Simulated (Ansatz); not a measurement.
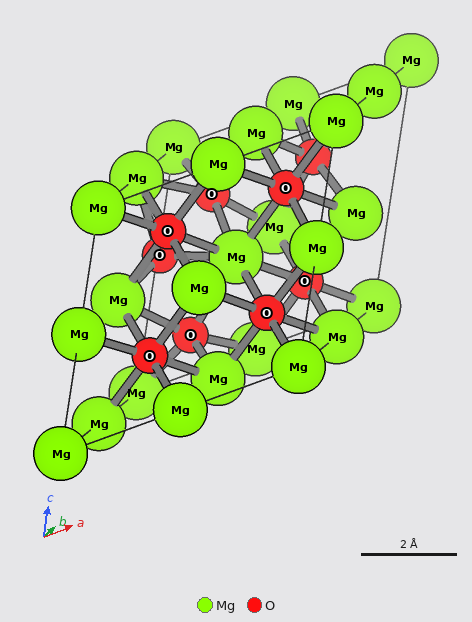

*The structure as given in the input (ball-and-stick view of the cell of the calculation, seen slightly off an axis). An atom can appear more than once, as a periodic image.*

# Molecular dynamics of Mg$_{8}$O$_{9}$ (part 1 of 2)

System: Mg$_{8}$O$_{9}$ (defect cell, 17 atoms in the cell).
Method: DFT PBE, scalar-relativistic, plane waves, PAW, PAW set soft_1, spin-polarised (Ansatz 0.2.0).

The structure derives from an entry of the Crystallography Open Database. It belongs to a series of runs on one base structure; here: dynamics from the start.

The input
```yaml
crystal:
  lattice:
    - [0.0, 3.855, 3.855]
    - [3.855, 0.0, 3.855]
    - [3.855, 3.855, 0.0]
  atoms:
    - { symbol: Mg, position: [-0.00043897, -0.00497398, 0.00292322] }
    - { symbol: O, position: [0.25654145, 0.24618522, 0.24879314] }
    - { symbol: Mg, position: [-0.02247369, 0.06790717, 0.47757474] }
    - { symbol: O, position: [0.26047454, 0.21884029, 0.76056144] }
    - { symbol: Mg, position: [0.00270975, 0.49553519, -0.000658] }
    - { symbol: O, position: [0.27683474, 0.74495565, 0.2018033], spin: 0.33 }
    - { symbol: Mg, position: [0.00264201, 0.49532993, 0.5027196] }
    - { symbol: O, position: [0.27662818, 0.74497031, 0.77671063], spin: 0.33 }
    - { symbol: Mg, position: [0.50285459, -0.00492867, 0.002916] }
    - { symbol: O, position: [0.74881184, 0.24615521, 0.24887395] }
    - { symbol: Mg, position: [0.50284681, -0.00496372, 0.49964287] }
    - { symbol: O, position: [0.74873216, 0.24618487, 0.7566018] }
    - { symbol: Mg, position: [0.5096731, 0.47113445, 0.00975058] }
    - { symbol: O, position: [0.75306485, 0.74107472, 0.25313956] }
    - { symbol: Mg, position: [0.49928887, 0.49553708, 0.50277468] }
    - { symbol: O, position: [0.70172237, 0.74494933, 0.77691967], spin: 0.33 }
    - { symbol: O, position: [0.10102629, 0.69643906, 0.60105223], spin: 0.72 }
magnetization:
  spin_polarized: true
basis:
  ecutwfc: 420.0
kpoints:
  mp_grid: { grid: [2, 2, 2] }
hamiltonian:
  xc: pbe
  pseudopotentials: { kind: paw, azcp: { folder: soft_1 } }
scf:
  occupations: { method: fermi_dirac, width: 0.05 }
  lower_state_search: "off"
md:
  timestep: 1
  n_steps: 90
  ensemble: nvt_nose_hoover
  temperature: 1200.0
  initial_velocities: maxwell_boltzmann
  seed: 170439
  nose_hoover: { tau: 200.0, chain_length: 5 }
```

Hardware: 1 thread of Arm Neoverse V1, 24 GiB of memory available, shared host.

Run as:
```bash
ansatz run input.yaml --threads 1 --pin off --max-ram 3072MiB --backend cpu --events-out ev --progress --plain --runs-dir out
```

The program's output
```
Warning: md: disabling space-group detection — thermal motion breaks the input geometry's symmetry, so no spatial operation reduces the k-mesh or symmetrises the density; time reversal is kept, so that k and −k are solved as one point where they differ and the mesh holds both, and exact exchange and, on two spinor components, a DFT+U term hold to it where the run has them: on two components no moment then forms, and a state that bears one, which a typed moment (crystal.atoms[].spin; refused beside efield: under a hybrid functional) reaches, can lie lower, under hf by electronvolts; crystal.symmetry.detect: false (a key that needs symmetry detection or time reversal refuses this as the deck is read) with time_reversal: false beside it drops time reversal too
Engine: ansatz 0.2.0, aarch64-unknown-linux-gnu
Pseudopotentials: kind: paw
Pseudopotential: Mg, paw, valence charge 10, recommended cutoff 420 eV (normal), [file]
Pseudopotential: O, paw, valence charge 6, recommended cutoff 420 eV (normal), [file]
Functional definition: PBE
  parameter kappa = 0.804
  parameter beta = 0.06672455060314922
  exchange = pbe_x(kappa = kappa, mu = beta*pi^2/3)
  correlation = pbe_c(beta = beta)
Crystal: 17 atoms, lattice volume = 114.579 Å³
Basis set: ecut = 420 eV, 2229 PW (Γ), exchange–correlation on 80×80×80 points (8 copies of the dense FFT grid, shifted against one another)
Bands: 85, of which v1, the nominal top of the filled ones, is band 67 counted from 1 (66 counted from 0)
Symmetry: 1 space group operations
k-points: 8
Non-local potential: Mg, projectors of the file, l = 0: 3, l = 1: 2, l = 2: 1
Non-local potential: O, projectors of the file, l = 0: 2, l = 1: 2, l = 2: 1
PAW form: soft (Blöchl's): semilocal exchange-correlation on the pseudo side does not see the compensation charge
PAW one-centre angular grid: Mg, 110 points (default); XC on 64 Gauss nodes
PAW one-centre angular grid: O, 110 points (default); XC on 64 Gauss nodes
Initial density: superposition of atomic densities (chi_scale 0.1, normalization cell, long waves kept (reshape's long-wave potential 0.05 eV rms))
Starting moments: Σ|m| = 1.71 μB on 4 of 17 sites
Initial wavefunctions: pseudopotential atomic-orbital guess
Functional: x = pbe(κ = 0.804, μ = 0.2195149727645171), c = pbe(β = 0.06672455060314922)
SCF iter   1: F=—  HF=-20499.085932 eV  |F-HF|=—  |Δ(HF+E_count)|=         —  Δρ=5.60e-2 (↑4.99e-2 ↓5.60e-2)  dr2=7.80e0  dr2_m=2.60e-1  M=0.545 μB ∫|m|=0.654 μB  β_m=0.30  ethr=3.10e-3  ⟨swp⟩=6.0  Hψ=5750  notcnv=0  defer=18
preconditioner: auto → Resta (q_TF=auto, 2.800 Å⁻¹)  ε∞=3.4  [insulator: Δε(μ)=0.293 eV  Ē_g=18.783 eV  σ=0.050 eV  W_gap=0.90  n_scr=50 (ndim 8)  ℏωp=29.0 eV  f_vac=0.000  D(μ)=0.97/eV (n_scr^D=0)  ε∞_Penn≈3.4]
spin=Collinear: Resta preconditioning applied to the charge; magnetization (m = ρ↑ − ρ↓) channel mixes plain (no charge-response kernel on spin).
SCF iter   2: F=—  HF=-20498.034775 eV  |F-HF|=—  |Δ(HF+E_count)|=    1.05e0  Δρ=3.76e-2 (↑3.28e-2 ↓3.76e-2)  dr2=3.31e0  dr2_m=1.50e-1  M=0.516 μB ∫|m|=0.603 μB  β_m=0.30  ethr=3.10e-3  ⟨swp⟩=3.0  Hψ=2578  notcnv=0  defer=164
SCF iter   3: F=—  HF=-20497.823538 eV  |F-HF|=—  |Δ(HF+E_count)|=   2.11e-1  Δρ=1.51e-2 (↑1.38e-2 ↓1.51e-2)  dr2=2.82e-1  dr2_m=8.39e-2  M=0.508 μB ∫|m|=0.576 μB  β_m=0.30  ethr=2.47e-3  ⟨swp⟩=2.8  Hψ=2312  notcnv=0  defer=164
SCF iter   4: F=—  HF=-20497.918900 eV  |F-HF|=—  |Δ(HF+E_count)|=   9.54e-2  Δρ=7.98e-3 (↑7.98e-3 ↓6.75e-3)  dr2=2.06e-2  dr2_m=4.62e-2  M=0.502 μB ∫|m|=0.558 μB  β_m=0.30  ethr=2.10e-4  ⟨swp⟩=2.9  Hψ=2382  notcnv=0  defer=158
SCF iter   5: F=—  HF=-20497.927923 eV  |F-HF|=—  |Δ(HF+E_count)|=   9.02e-3  Δρ=5.66e-3 (↑5.66e-3 ↓4.79e-3)  dr2=6.76e-3  dr2_m=2.55e-2  M=0.497 μB ∫|m|=0.545 μB  β_m=0.30  ethr=1.54e-5  ⟨swp⟩=2.0  Hψ=2398  notcnv=0  defer=158
SCF iter   6: F=—  HF=-20497.934537 eV  |F-HF|=—  |Δ(HF+E_count)|=   6.61e-3  Δρ=3.73e-3 (↑3.64e-3 ↓3.73e-3)  dr2=3.99e-4  dr2_m=1.41e-2  M=0.493 μB ∫|m|=0.536 μB  β_m=0.30  ethr=5.04e-6  ⟨swp⟩=2.0  Hψ=2404  notcnv=0  defer=158
SCF iter   7: F=—  HF=-20497.937690 eV  |F-HF|=—  |Δ(HF+E_count)|=   3.15e-3  Δρ=2.79e-3 (↑2.70e-3 ↓2.79e-3)  dr2=9.26e-5  dr2_m=7.86e-3  M=0.490 μB ∫|m|=0.529 μB  β_m=0.30  ethr=2.98e-7  ⟨swp⟩=3.0  Hψ=2526  notcnv=0  defer=158
Mixer restart at iter 7: flushing history
spin-set hold released at iteration 7 (site moments contracting): the magnetisation degrees of freedom join the quasi-Newton model from the next iteration; the mixer history was flushed
SCF iter   8: F=—  HF=-20497.939213 eV  |F-HF|=—  |Δ(HF+E_count)|=   1.52e-3  Δρ=2.09e-3 (↑2.04e-3 ↓2.09e-3)  dr2=5.21e-5  dr2_m=4.45e-3  M=0.488 μB ∫|m|=0.523 μB  β_m=0.65  ethr=6.91e-8  ⟨swp⟩=2.0  Hψ=2328  notcnv=0  defer=158
SCF iter   9: F=—  HF=-20497.941180 eV  |F-HF|=—  |Δ(HF+E_count)|=   1.97e-3  Δρ=1.66e-4 (↑1.66e-4 ↓1.35e-4)  dr2=4.12e-6  dr2_m=2.25e-5  M=0.478 μB ∫|m|=0.505 μB  β_m=0.77  ethr=3.89e-8  ⟨swp⟩=3.0  Hψ=2879  notcnv=0  defer=158
SCF iter  10: F=—  HF=-20497.941157 eV  |F-HF|=—  |Δ(HF+E_count)|=   2.27e-5  Δρ=7.33e-5 (↑4.71e-5 ↓7.33e-5)  dr2=6.96e-6  dr2_m=2.13e-6  M=0.477 μB ∫|m|=0.504 μB  β_m=0.79  ethr=3.08e-9  ⟨swp⟩=3.2  Hψ=2601  notcnv=0  defer=158
SCF iter  11: F=—  HF=-20497.941157 eV  |F-HF|=—  |Δ(HF+E_count)|=   6.07e-7  Δρ=3.36e-5 (↑3.36e-5 ↓2.78e-5)  dr2=2.70e-6  dr2_m=2.14e-7  M=0.477 μB ∫|m|=0.503 μB  β_m=0.71  ethr=3.08e-9  ⟨swp⟩=2.8  Hψ=1790  notcnv=0  defer=158
SCF iter  12: F=—  HF=-20497.941157 eV  |F-HF|=—  |Δ(HF+E_count)|=   3.19e-7  Δρ=1.35e-5 (↑1.35e-5 ↓1.16e-5)  dr2=4.27e-7  dr2_m=3.86e-8  M=0.477 μB ∫|m|=0.503 μB  β_m=0.69  ethr=2.02e-9  ⟨swp⟩=2.0  Hψ=1549  notcnv=0  defer=158
iter 13 did not close the SCF: its close was put off for a magnetic moment that had not settled (scf_convergence_deferred on its scf_iter line)
SCF iter  13: F=-20497.941157 eV  HF=-20497.941157 eV  |F-HF|=1.81e-8  |Δ(HF+E_count)|=   5.78e-8  Δρ=3.17e-6 (↑3.17e-6 ↓2.98e-6)  dr2=2.31e-8  dr2_m=3.20e-9  M=0.477 μB ∫|m|=0.503 μB  β_m=0.71  ethr=7.46e-11  ⟨swp⟩=4.0  Hψ=3752  notcnv=0
SCF iter  14: F=-20497.941157 eV  HF=-20497.941157 eV  |F-HF|=1.14e-9  |Δ(HF+E_count)|=   1.63e-9  Δρ=9.11e-7 (↑6.82e-7 ↓9.11e-7)  dr2=1.53e-9  dr2_m=2.42e-10  M=0.477 μB ∫|m|=0.503 μB  ethr=1.72e-11  ⟨swp⟩=1.9  Hψ=3418  notcnv=0
SCF 1 converged in 14 iterations: F = -20497.941157 eV  dr2 = 1.53e-9
  greatest PAW one-centre occupation: 1.001 electrons in one spin orbital (limit 2), on the Mg atom at site 2 (counted from 0), in its partial waves of l = 1
md step     0: t =     0.00 fs  T =  1200.0 K  F+E_penalty+E_count = -20497.94115704 eV  E_kin = 2.481792 eV  conserved = -20495.45936506 eV  (14 SCF iters)
Initial density: handed on by an earlier stage of this run
Starting moments: Σ|m| = 1.71 μB on 4 of 17 sites; this step starts from the density that it was given
Initial wavefunctions: those handed on with the density
iter 1 solved again at ethr=1.17e-5 eV; its pass at ethr=3.10e-3 eV (dr2=1.56e-2 eV) is discarded
SCF iter   1: F=—  HF=-20497.907345 eV  |F-HF|=—  |Δ(HF+E_count)|=         —  Δρ=2.06e-3 (↑1.90e-3 ↓2.06e-3)  dr2=1.52e-2  dr2_m=9.96e-5  M=0.471 μB ∫|m|=0.497 μB  β_m=0.30  ethr=1.17e-5  ⟨swp⟩=2.8  Hψ=5083  notcnv=0
preconditioner: auto → Resta (q_TF=auto, 2.800 Å⁻¹)  ε∞=3.4  [insulator: Δε(μ)=0.241 eV  Ē_g=18.700 eV  σ=0.050 eV  W_gap=0.83  n_scr=50 (ndim 8)  ℏωp=29.0 eV  f_vac=0.000  D(μ)=0.66/eV (n_scr^D=0)  ε∞_Penn≈3.4]
spin=Collinear: Resta preconditioning applied to the charge; magnetization (m = ρ↑ − ρ↓) channel mixes plain (no charge-response kernel on spin).
SCF iter   2: F=—  HF=-20497.904664 eV  |F-HF|=—  |Δ(HF+E_count)|=   2.68e-3  Δρ=1.34e-3 (↑1.23e-3 ↓1.34e-3)  dr2=6.21e-3  dr2_m=4.94e-5  M=0.472 μB ∫|m|=0.498 μB  β_m=0.53  ethr=1.14e-5  ⟨swp⟩=1.1  Hψ=1361  notcnv=0
SCF iter   3: F=—  HF=-20497.902892 eV  |F-HF|=—  |Δ(HF+E_count)|=   1.77e-3  Δρ=4.52e-4 (↑4.37e-4 ↓4.52e-4)  dr2=7.74e-4  dr2_m=7.48e-6  M=0.470 μB ∫|m|=0.496 μB  β_m=0.52  ethr=4.64e-6  ⟨swp⟩=2.0  Hψ=1911  notcnv=0
SCF iter   4: F=—  HF=-20497.902745 eV  |F-HF|=—  |Δ(HF+E_count)|=   1.47e-4  Δρ=1.24e-4 (↑1.24e-4 ↓1.17e-4)  dr2=3.26e-5  dr2_m=5.68e-7  M=0.470 μB ∫|m|=0.496 μB  β_m=0.63  ethr=5.78e-7  ⟨swp⟩=2.0  Hψ=1790  notcnv=0
SCF iter   5: F=—  HF=-20497.902749 eV  |F-HF|=—  |Δ(HF+E_count)|=   4.06e-6  Δρ=6.79e-5 (↑6.00e-5 ↓6.79e-5)  dr2=1.23e-5  dr2_m=2.64e-7  M=0.470 μB ∫|m|=0.496 μB  β_m=0.60  ethr=2.43e-8  ⟨swp⟩=2.0  Hψ=2103  notcnv=0
SCF iter   6: F=—  HF=-20497.902748 eV  |F-HF|=—  |Δ(HF+E_count)|=   9.49e-7  Δρ=1.31e-5 (↑1.30e-5 ↓1.31e-5)  dr2=3.15e-7  dr2_m=1.95e-8  M=0.470 μB ∫|m|=0.496 μB  β_m=0.63  ethr=9.19e-9  ⟨swp⟩=2.0  Hψ=1831  notcnv=0
iter 7 did not close the SCF: its close was put off for a magnetic moment that had not settled (scf_convergence_deferred on its scf_iter line)
[...]
md step     1: t =     1.00 fs  T =  1181.6 K  F+E_penalty+E_count = -20497.90274802 eV  E_kin = 2.443708 eV  conserved = -20495.45904022 eV  (10 SCF iters)
[... from here on the SCF iterations and repeated set-up lines of each step are left out, up to the last step ...]
md step     2: t =     2.00 fs  T =  1128.4 K  F+E_penalty+E_count = -20497.79206748 eV  E_kin = 2.333726 eV  conserved = -20495.45834384 eV  (10 SCF iters)
md step     3: t =     3.00 fs  T =  1045.7 K  F+E_penalty+E_count = -20497.62001743 eV  E_kin = 2.162704 eV  conserved = -20495.45732506 eV  (11 SCF iters)
md step     4: t =     4.00 fs  T =   941.3 K  F+E_penalty+E_count = -20497.40269661 eV  E_kin = 1.946731 eV  conserved = -20495.45599951 eV  (13 SCF iters)
md step     5: t =     5.00 fs  T =   825.2 K  F+E_penalty+E_count = -20497.16273241 eV  E_kin = 1.706660 eV  conserved = -20495.45614557 eV  (37 SCF iters)
md step     6: t =     6.00 fs  T =   707.9 K  F+E_penalty+E_count = -20496.91875819 eV  E_kin = 1.464126 eV  conserved = -20495.45476299 eV  (14 SCF iters)
md step     7: t =     7.00 fs  T =   599.3 K  F+E_penalty+E_count = -20496.69296753 eV  E_kin = 1.239475 eV  conserved = -20495.45370145 eV  (18 SCF iters)
md step     8: t =     8.00 fs  T =   508.1 K  F+E_penalty+E_count = -20496.50343391 eV  E_kin = 1.050786 eV  conserved = -20495.45295020 eV  (12 SCF iters)
md step     9: t =     9.00 fs  T =   440.2 K  F+E_penalty+E_count = -20496.36242889 eV  E_kin = 0.910322 eV  conserved = -20495.45251850 eV  (11 SCF iters)
md step    10: t =    10.00 fs  T =   399.2 K  F+E_penalty+E_count = -20496.27740042 eV  E_kin = 0.825550 eV  conserved = -20495.45238511 eV  (11 SCF iters)
md step    11: t =    11.00 fs  T =   386.3 K  F+E_penalty+E_count = -20496.25068901 eV  E_kin = 0.798834 eV  conserved = -20495.45253234 eV  (11 SCF iters)
md step    12: t =    12.00 fs  T =   400.3 K  F+E_penalty+E_count = -20496.27997765 eV  E_kin = 0.827986 eV  conserved = -20495.45283993 eV  (11 SCF iters)
md step    13: t =    13.00 fs  T =   439.2 K  F+E_penalty+E_count = -20496.36023017 eV  E_kin = 0.908326 eV  conserved = -20495.45296467 eV  (16 SCF iters)
md step    14: t =    14.00 fs  T =   500.9 K  F+E_penalty+E_count = -20496.48750804 eV  E_kin = 1.035909 eV  conserved = -20495.45292719 eV  (32 SCF iters)
md step    15: t =    15.00 fs  T =   584.1 K  F+E_penalty+E_count = -20496.65944880 eV  E_kin = 1.208098 eV  conserved = -20495.45302013 eV  (41 SCF iters)
md step    16: t =    16.00 fs  T =   687.2 K  F+E_penalty+E_count = -20496.87272062 eV  E_kin = 1.421306 eV  conserved = -20495.45351790 eV  (15 SCF iters)
md step    17: t =    17.00 fs  T =   806.0 K  F+E_penalty+E_count = -20497.11930525 eV  E_kin = 1.666895 eV  conserved = -20495.45505693 eV  (16 SCF iters)
md step    18: t =    18.00 fs  T =   931.8 K  F+E_penalty+E_count = -20497.38065062 eV  E_kin = 1.927143 eV  conserved = -20495.45681470 eV  (12 SCF iters)
md step    19: t =    19.00 fs  T =  1054.5 K  F+E_penalty+E_count = -20497.63474446 eV  E_kin = 2.180970 eV  conserved = -20495.45786106 eV  (11 SCF iters)
md step    20: t =    20.00 fs  T =  1166.5 K  F+E_penalty+E_count = -20497.86618193 eV  E_kin = 2.412603 eV  conserved = -20495.45854999 eV  (11 SCF iters)
md step    21: t =    21.00 fs  T =  1262.8 K  F+E_penalty+E_count = -20498.06471756 eV  E_kin = 2.611681 eV  conserved = -20495.45897998 eV  (10 SCF iters)
md step    22: t =    22.00 fs  T =  1340.3 K  F+E_penalty+E_count = -20498.22404485 eV  E_kin = 2.771868 eV  conserved = -20495.45915499 eV  (10 SCF iters)
md step    23: t =    23.00 fs  T =  1397.8 K  F+E_penalty+E_count = -20498.34187271 eV  E_kin = 2.890864 eV  conserved = -20495.45906065 eV  (9 SCF iters)
md step    24: t =    24.00 fs  T =  1436.4 K  F+E_penalty+E_count = -20498.42024894 eV  E_kin = 2.970705 eV  conserved = -20495.45868328 eV  (9 SCF iters)
md step    25: t =    25.00 fs  T =  1459.2 K  F+E_penalty+E_count = -20498.46577130 eV  E_kin = 3.017951 eV  conserved = -20495.45804279 eV  (8 SCF iters)
md step    26: t =    26.00 fs  T =  1471.5 K  F+E_penalty+E_count = -20498.48920834 eV  E_kin = 3.043271 eV  conserved = -20495.45722288 eV  (8 SCF iters)
md step    27: t =    27.00 fs  T =  1479.6 K  F+E_penalty+E_count = -20498.50412018 eV  E_kin = 3.060071 eV  conserved = -20495.45637293 eV  (8 SCF iters)
md step    28: t =    28.00 fs  T =  1490.3 K  F+E_penalty+E_count = -20498.52448406 eV  E_kin = 3.082140 eV  conserved = -20495.45567709 eV  (8 SCF iters)
md step    29: t =    29.00 fs  T =  1509.0 K  F+E_penalty+E_count = -20498.56179956 eV  E_kin = 3.120802 eV  conserved = -20495.45531236 eV  (8 SCF iters)
md step    30: t =    30.00 fs  T =  1538.7 K  F+E_penalty+E_count = -20498.62233059 eV  E_kin = 3.182191 eV  conserved = -20495.45541186 eV  (8 SCF iters)
md step    31: t =    31.00 fs  T =  1578.8 K  F+E_penalty+E_count = -20498.70508116 eV  E_kin = 3.265263 eV  conserved = -20495.45602496 eV  (8 SCF iters)
md step    32: t =    32.00 fs  T =  1625.2 K  F+E_penalty+E_count = -20498.80112922 eV  E_kin = 3.361177 eV  conserved = -20495.45706769 eV  (8 SCF iters)
md step    33: t =    33.00 fs  T =  1670.4 K  F+E_penalty+E_count = -20498.89501748 eV  E_kin = 3.454709 eV  conserved = -20495.45829934 eV  (8 SCF iters)
md step    34: t =    34.00 fs  T =  1705.8 K  F+E_penalty+E_count = -20498.96846954 eV  E_kin = 3.527913 eV  conserved = -20495.45937673 eV  (8 SCF iters)
md step    35: t =    35.00 fs  T =  1723.9 K  F+E_penalty+E_count = -20499.00559256 eV  E_kin = 3.565202 eV  conserved = -20495.45997907 eV  (8 SCF iters)
md step    36: t =    36.00 fs  T =  1720.4 K  F+E_penalty+E_count = -20498.99773454 eV  E_kin = 3.558087 eV  conserved = -20495.45993090 eV  (8 SCF iters)
md step    37: t =    37.00 fs  T =  1696.1 K  F+E_penalty+E_count = -20498.94617207 eV  E_kin = 3.507812 eV  conserved = -20495.45925785 eV  (8 SCF iters)
md step    38: t =    38.00 fs  T =  1656.1 K  F+E_penalty+E_count = -20498.86176511 eV  E_kin = 3.425030 eV  conserved = -20495.45816445 eV  (8 SCF iters)
md step    39: t =    39.00 fs  T =  1608.6 K  F+E_penalty+E_count = -20498.76188096 eV  E_kin = 3.326804 eV  conserved = -20495.45696064 eV  (8 SCF iters)
md step    40: t =    40.00 fs  T =  1562.7 K  F+E_penalty+E_count = -20498.66569585 eV  E_kin = 3.231999 eV  conserved = -20495.45596611 eV  (8 SCF iters)
md step    41: t =    41.00 fs  T =  1526.2 K  F+E_penalty+E_count = -20498.58934322 eV  E_kin = 3.156526 eV  conserved = -20495.45541487 eV  (8 SCF iters)
md step    42: t =    42.00 fs  T =  1503.7 K  F+E_penalty+E_count = -20498.54235043 eV  E_kin = 3.109838 eV  conserved = -20495.45538801 eV  (8 SCF iters)
preconditioner: auto → Resta (q_TF=auto, 2.800 Å⁻¹)  ε∞=3.3  [insulator: Δε(μ)=4.595 eV  Ē_g=18.996 eV  σ=0.050 eV  W_gap=1.00  n_scr=50 (ndim 8)  ℏωp=29.0 eV  f_vac=0.000  D(μ)=0.00/eV (n_scr^D=0)  ε∞_Penn≈3.3]
spin=Collinear: Resta preconditioning applied to the charge; magnetization (m = ρ↑ − ρ↓) channel mixes plain (no charge-response kernel on spin).
the starting moments were not kept: the SCF closed with an absolute magnetisation of 1.9e-6 μB, where they sum to 1.71 μB in size (4 sites). That is at most 0.1 of that sum. Measured as dr2_m measures the in/out step, that magnetisation stands 2.1e-12 eV from none, at or under the dr2_threshold of 1.0e-7 eV: it is no larger than a step whose dr2_m would equal this threshol
[...]
SCF iter   6: F=-20498.756084 eV  HF=-20498.756084 eV  |F-HF|=5.01e-8  |Δ(HF+E_count)|=   3.22e-7  Δρ=6.91e-6 (↑6.91e-6 ↓6.76e-6)  dr2=8.80e-8  dr2_m=1.69e-9  M=0.000 μB ∫|m|=0.000 μB  β_m=0.81  ethr=7.46e-11  ⟨swp⟩=3.0  Hψ=5446  notcnv=0
SCF iter   7: F=-20498.756084 eV  HF=-20498.756084 eV  |F-HF|=3.20e-10  |Δ(HF+E_count)|=   6.99e-8  Δρ=1.53e-6 (↑1.53e-6 ↓1.53e-6)  dr2=6.55e-9  dr2_m=4.41e-11  M=0.000 μB ∫|m|=0.000 μB  ethr=6.57e-11  ⟨swp⟩=2.0  Hψ=4452  notcnv=0
the starting moments were not kept: the SCF closed with an absolute magnetisation of 1.9e-6 μB, where they sum to 1.71 μB in size (4 sites). That is at most 0.1 of that sum. Measured as dr2_m measures the in/out step, that magnetisation stands 1.0e-12 eV from none, at or under the dr2_threshold of 1.0e-7 eV: it is no larger than a step whose dr2_m would equal this threshold.
SCF 91 converged in 7 iterations: F = -20498.756084 eV  dr2 = 6.55e-9
md step    90: t =    90.00 fs  T =  1592.9 K  F+E_penalty+E_count = -20498.75608449 eV  E_kin = 3.294287 eV  conserved = -20495.45853347 eV  (7 SCF iters)
```
